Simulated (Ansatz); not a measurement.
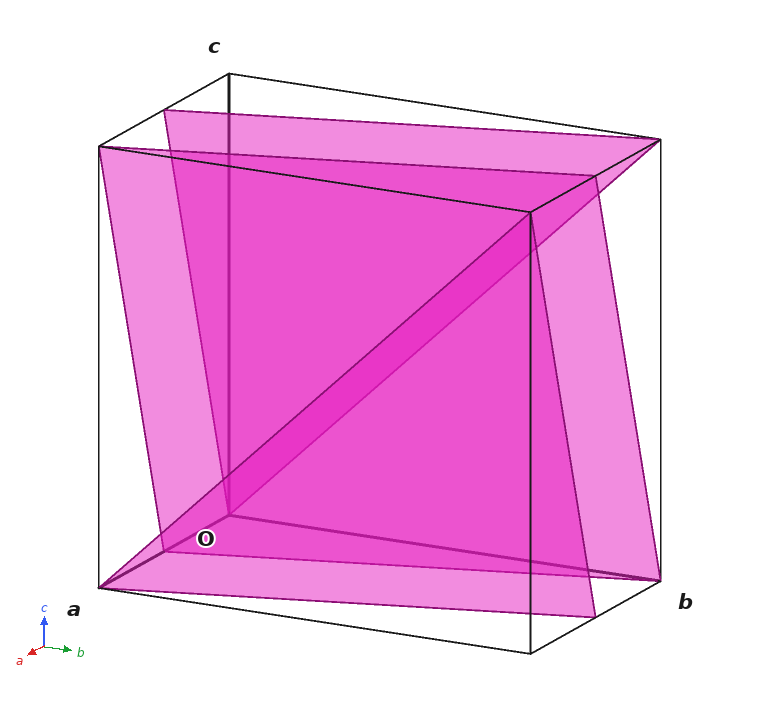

Every member of one family of equally spaced planes, hx + ky + lz = a whole number, that cuts the unit cell is shaded (one member passes through the origin O). Crystal: Ag, the end point of a relaxation with Ansatz, DFT PBE, scalar-relativistic, plane waves, PAW; the starting structure was generated, so it need not be a known form of this composition. Geometry calculated from the standardised cell; symmetry tolerance 0.002 Å.

a = 2.928 Å, b = 5.075 Å, c = 4.812 Å, α = 90.00°, β = 90.00°, γ = 90.00°.

Question: Index the planes.

Answer: (2 1 −1); the opposite sign names the same planes. The member next to the origin meets the axes a at 1/2, b at 1, c at −1.

Question: What is the spacing?

Answer: d = 1.350 Å.
